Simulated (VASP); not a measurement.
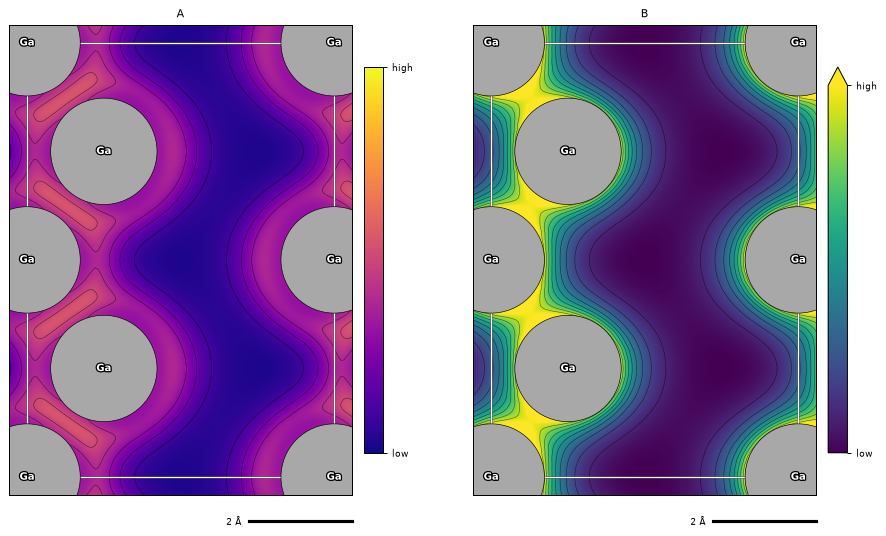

Ga: 2 fields on the (101) plane of the conventional cell, with unlabelled colour scales. Grey discs cover the atomic cores.

Space group Fd-3m; a generated structure, not necessarily the stable one; changed on purpose from its base cell (volume × 1.0).

All numbers below come from VASP, Kohn-Sham DFT of a periodic cell, revPBE, VASP PAW PBE potentials, recommended.

**The panels show electron localisation function and valence pseudo-density in some order. Assign them.**

Panel A: electron localisation function. Panel B: valence pseudo-density. From the grid: Ga–Ga (2.57 Å): ρ is about 0.32 e/Å³ halfway; the ELF reaches about 0.55 near the midpoint.
